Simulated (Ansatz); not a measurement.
Pt. A set of calculations on one system.

Space group P6_3/mmc; the calculation finds a residual pressure of about −11 GPa at this fixed cell. This isn't the usual form at ambient conditions. The cell comes from a database of computed structures, not from a measurement.

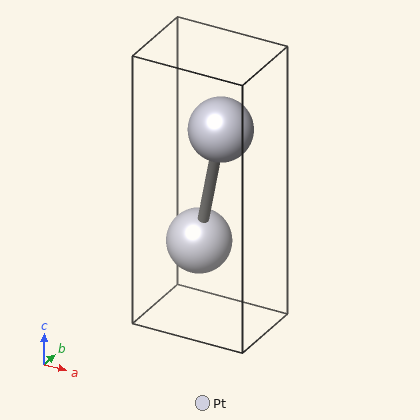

The conventional cell.

```
Pt
1.0
     2.76067    0.00000    0.00000
    -1.38033    2.39081    0.00000
     0.00000    0.00000    4.79213
Pt
2
Direct
  0.66667 0.33333 0.75000
  0.33333 0.66667 0.25000
```

Computed with DFT PBEsol, scalar-relativistic, plane waves, PAW in Ansatz 0.2.0.

Core electrons are frozen (PAW), so the maps are meaningful between the atoms, not at the nuclei.

### 1. Bonding charge

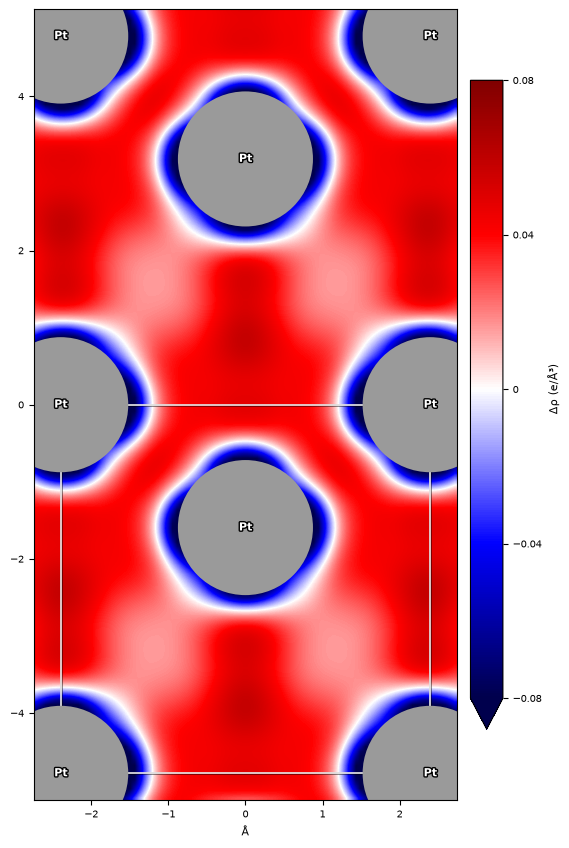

Bonding charge density, ρ(crystal) − Σ ρ(neutral atoms): a map on the (110) plane of the conventional cell, with grey discs over the atomic cores. Cores are masked to 0.9 Å (Pt).

**Where does charge go when the atoms form this crystal?**

Pt–Pt (2.76 Å): Δρ is +0.06 e/Å³ at the midpoint (this contact isn't in the plane drawn). Over the whole cell, outside the masked cores, the largest gain, 0.06 e/Å³, lies 1.4 Å from a platinum nucleus, and the largest loss lies at the edge of the masked core of Pt. In all about 0.31 e an atom is rearranged against the free atoms.

### 2. States by energy

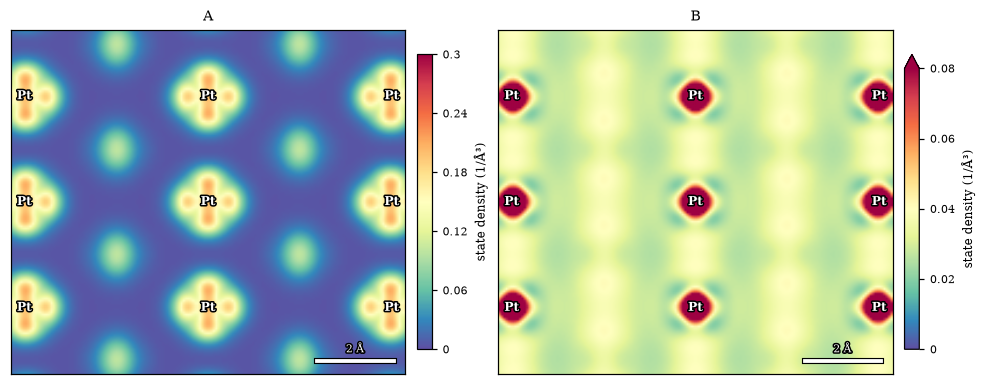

Pt: densities of the states in two energy windows, on the (11̄0) plane of the conventional cell.

**The windows, about the Fermi level, are −9.8 to −6.5 eV and 0.0 to +1.2 eV. Which panel shows which?**

Panel A: 0.0 to +1.2 eV, the empty states just over the Fermi level, mainly Pt 5d (90 %) and Pt 6s (10 %).
Panel B: −9.8 to −6.5 eV, the lower third of the occupied valence band, mainly Pt 6s (65 %) and Pt 5d (35 %).
The characters are Löwdin shares on a minimal set of atomic orbitals.

### 3. Change of volume

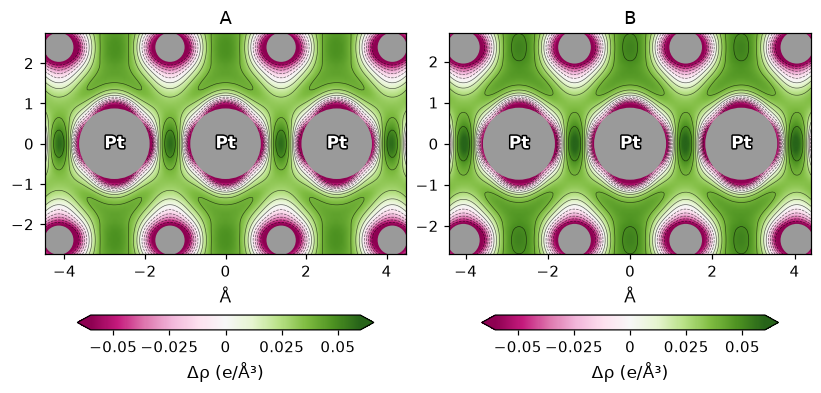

Pt: deformation density on the (100) plane of the conventional cell at two volumes, with the same fractional coordinates and one colour scale. Grey discs cover the cores. Panel B has 94 % of the volume of panel A.

**What changes between the database cell and the scaled one?**

From A to B, Pt–Pt goes from 2.76 to 2.70 Å, and Δρ at its midpoint from +0.058 to +0.062 e/Å³.
The pressure is −11 GPa in A and 5 GPa in B.
The rearranged charge is 0.31 e an atom in A and 0.31 e in B.

### 4. Moving an atom

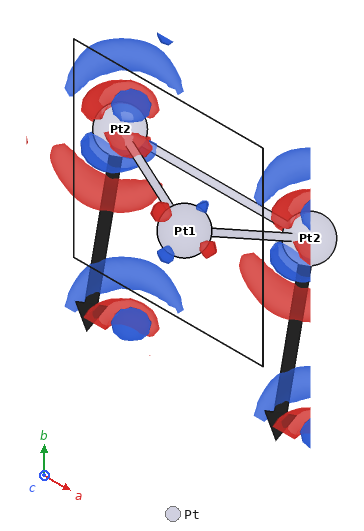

*Pt2 was moved by 0.10 Å roughly along [0 −1 0] in the axes of the cell drawn (arrow, not to scale). Change of the density less the rigid motion of the neutral atom's own density: blue surfaces at +0.03 and red ones at −0.03 e/Å³, in the cell of the calculation (origin moved) seen along the c axis.*

**Describe the electronic response.**

About 0.09 e is rearranged in the cell. Outside the cores the largest gain lies at the edge of the masked core of Pt, and the largest loss lies there too, on other sides.

**What restoring force does the calculation give for this move?**

The force on it changes by 0.07 eV/Å along the move, in its direction: the position is unstable to this sublattice shift.

### 5. Putting it together

The two pressures give a mean stiffness −ΔP/Δln V of about 265 GPa over this range, with the atoms held at their fractional positions.

Run times: 13 s (base cell), 5.6 s (state densities), 15 s (scaled cell) and 47 s (moved atom), on 2 threads of Arm Neoverse N1 (shared host).
